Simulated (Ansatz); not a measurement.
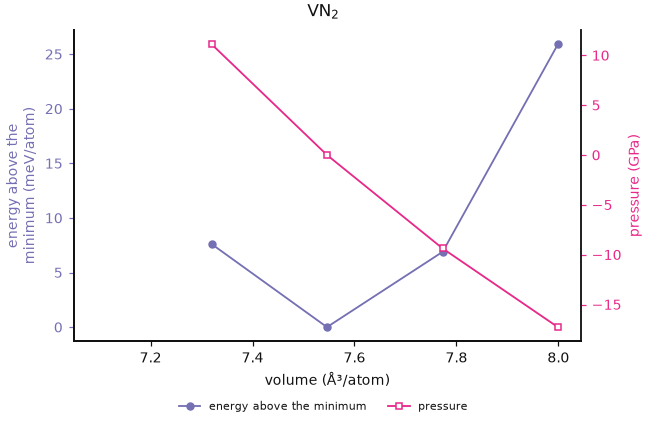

The picture above shows the energy above the minimum and pressure against volume for VN₂, space group I4/mcm (No. 140).

Structure:
```
CELL_PARAMETERS angstrom
-2.14647 2.14647 2.45689
2.14647 -2.14647 2.45689
2.14647 2.14647 -2.45689
ATOMIC_POSITIONS crystal
V 0.25000 0.25000 0.00000
V 0.75000 0.75000 0.00000
N 0.11408 0.61408 0.72816
N 0.61408 0.88592 0.50000
N 0.88592 0.38592 0.27184
N 0.38592 0.11408 0.50000
```

Computed with Ansatz 0.2.0: third-order Birch-Murnaghan fit to density functional energies at scaled volumes of the given relaxed cell, shape and atoms relaxed at each volume; energies count from the fitted minimum; plane waves with PAW datasets, Γ-centred k mesh. Level: r2SCAN, no spin polarisation.

- wave cutoff: 500 eV
- k mesh: 12×12×12
- occupations: Gaussian
- smearing width: 0.1 eV

The point at volume 7.094 Å³/atom is left out of the plot. What does the calculation give there?

```csv
volume (Å³/atom),energy above the minimum (meV/atom),pressure (GPa)
7.094,32.2,24.20
```
